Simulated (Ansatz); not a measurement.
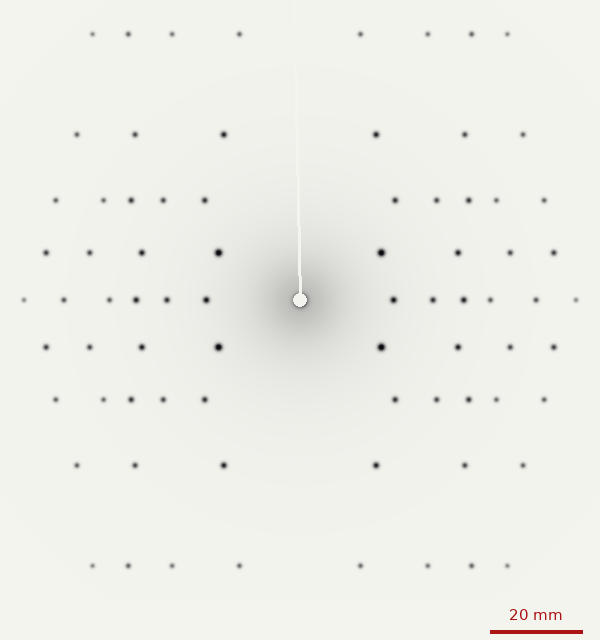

Simulated X-ray rotation photograph: Mo Kα radiation (λ = 0.7107 Å), cylindrical film of radius 57.3 mm unrolled, rotation axis vertical and normal to the beam, kinematic intensities without Lorentz or polarisation factors, the film spanning ±63° about the beam; spots down to d = 0.70 Å.

Question: What lattice repeat along the rotation axis do the layer lines give?

Answer: The first layer line lies 10.4 mm from the equator, so tan ν = 0.181, sin ν = 0.178 and the period is λ/sin ν = 3.98 Å. Further lines follow at 21.9, 36.3, 58.4 mm.

The crystal is Co, space group Im-3m (No. 229), a = 2.816 Å. Structure: the geometry relaxed with DFT, BLYP, plane waves (420 eV) with PAW, scalar-relativistic in Ansatz 0.2.0; the starting structure was generated, so it need not be a known form of this composition.

Question: About which axis was it rotated?

Answer: About [110] (or an equivalent direction), whose length in the conventional cell is 3.983 Å.
